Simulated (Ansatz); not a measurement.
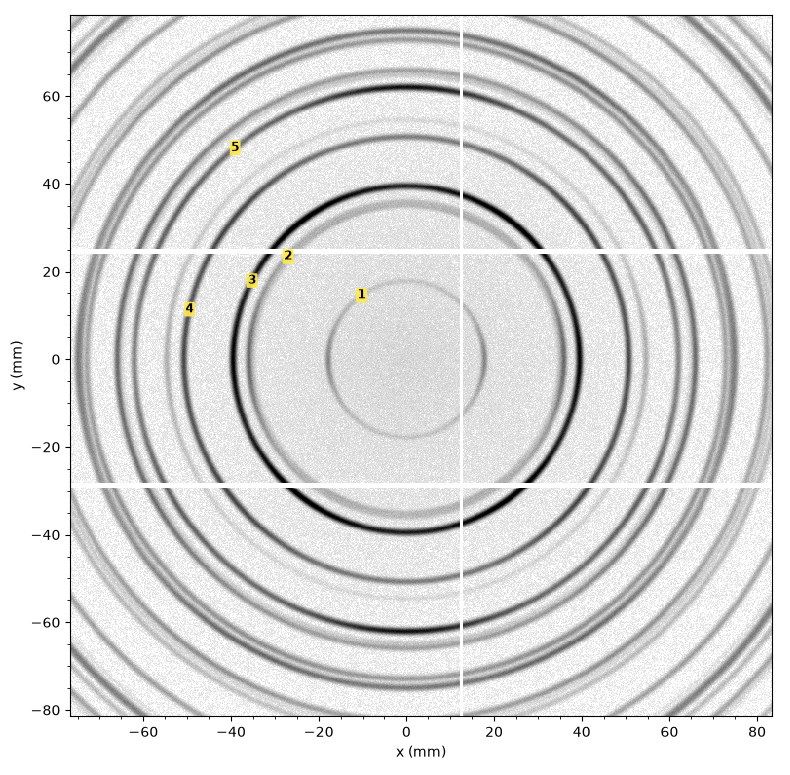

Simulated X-ray powder rings on a flat area detector normal to the beam: λ = 0.4959 Å, sample-to-detector distance 210 mm, axes in mm from the beam centre, beam polarised horizontally, for a sample with fibre texture (March–Dollase model, fibre axis vertical in the picture). Kinematic intensities with B = 0.3 Å² for all atoms, without absorption; brightness goes as intensity to the power 0.4, clipped at the top, with counting noise. Reflections closer than the ring width show as one ring.

The sample is TiSe₂, space group P-3m1, a = 3.464 Å, b = 3.464 Å, c = 5.860 Å, α = 90.00°, β = 90.00°, γ = 120.00°. It is based on the end point of a relaxation at fixed volume with DFT PBEsol, scalar-relativistic, plane waves, PAW in Ansatz 0.2.0.

Index rings 1 to 5.

Answer.
```csv
ring,radius,2θ (°),d (Å),hkl
1,17.8 mm,4.85,5.86,001
2,35.7 mm,9.66,3.00 + 2.93,100 + 002
3,39.5 mm,10.65,2.67,101/011
4,50.7 mm,13.59,2.10,102/012
5,62.0 mm,16.46,1.732,110
```

Which lattice planes lie preferentially normal to the fibre axis?

Answer. The (1 1 0) planes: ring 5 is concentrated at the top and bottom of the pattern (March parameter 0.45).
